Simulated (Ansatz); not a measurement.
System: wurtzite CdSe, space group P6_3mc (No. 186), 4 atoms in the cell, relaxed with r2SCAN; a = 4.341 Å, c = 7.077 Å (hexagonal axes). Starting point: PBE, Ansatz PAW set, no spin polarisation, no spin-orbit coupling, 6×6×4 k mesh, 420 eV cutoff, fixed occupations (Ansatz 0.2.0). Many-body step: G0W0 with empty bands 344, screening cutoff 120 eV and frequency treatment contour deformation.

In PBE the smallest gap over these k points is 0.61 eV, with direct gaps of 0.61 eV at Γ, 2.70 eV at A and 3.88 eV at M.

> What does G0W0 give?

Over the k points that were corrected, the smallest gap goes from 0.61 eV in PBE (direct at Γ) to 1.24 eV in G0W0 (direct at Γ), a change of +0.63 eV (+103 %). Counted from the valence top, the lowest empty level moves by +0.63 eV at Γ, +0.70 eV at A and +0.76 eV at M; over the 14 points that were corrected the shifts run from +0.61 to +0.77 eV: a spread of 0.16 eV on a mean of 0.69 eV, so one scissor shift describes this level only roughly. The top filled level also moves against the valence top, by −0.10 eV at L. The quasiparticle weight (renormalisation factor) lies between 0.71 and 0.76 for the top filled and first empty levels.

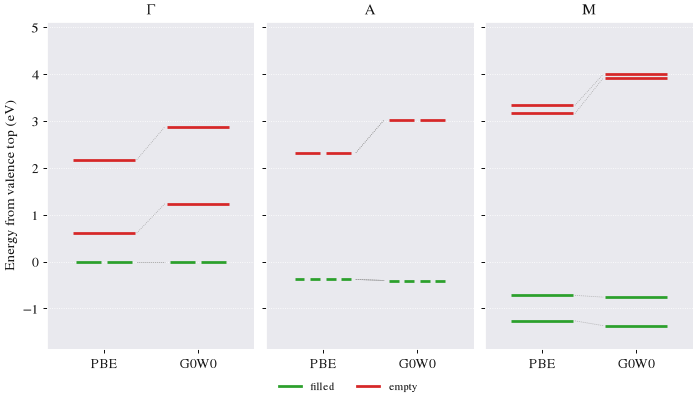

Levels at Γ, A and M in PBE and in G0W0, each set counted from its own valence top. Degenerate partners of corrected states are drawn at the same energy.

```csv
k point,PBE direct gap (eV),G0W0 direct gap (eV)
Γ,0.61,1.24
A,2.70,3.43
M,3.88,4.68
```

The filled d shell of Cd makes such GW gaps lie low. The GW screening of so narrow a gap isn't settled on this k mesh. Spin-orbit coupling is left out, which matters for Se. Bands, cutoffs and mesh are finite, so these values aren't at the basis limit.
